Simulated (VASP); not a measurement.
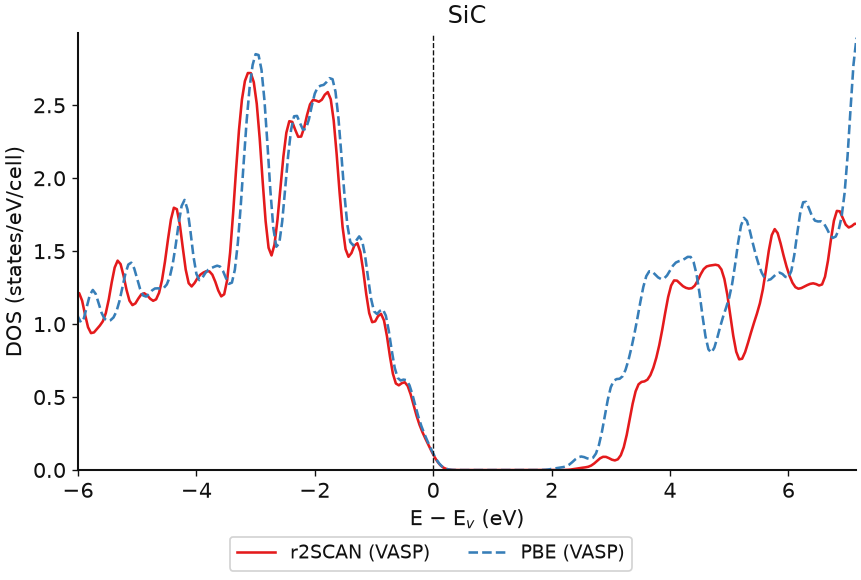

Total densities of states of SiC, space group P6_3mc (No. 186), 4 atoms in the cell, wurtzite type, epitaxial (xy) strain −1.0%, by two methods on the same cell. The curves are built from the levels of the k mesh with Gaussians 0.3 eV wide, which also blur the band edges. Each is counted from its own valence-band top.

### How do the methods compare?

r2SCAN (VASP) gives a gap of 2.54 eV and PBE (VASP) gives a gap of 2.15 eV.

Settings. r2SCAN (VASP): DFT, r2SCAN, plane waves, PAW, 12×12×6 k mesh, 520 eV cutoff, Gaussian smearing of 0.01 eV (VASP). PBE (VASP): DFT, PBE, plane waves, PAW, 12×12×6 k mesh, 520 eV cutoff (VASP 6.6.1).
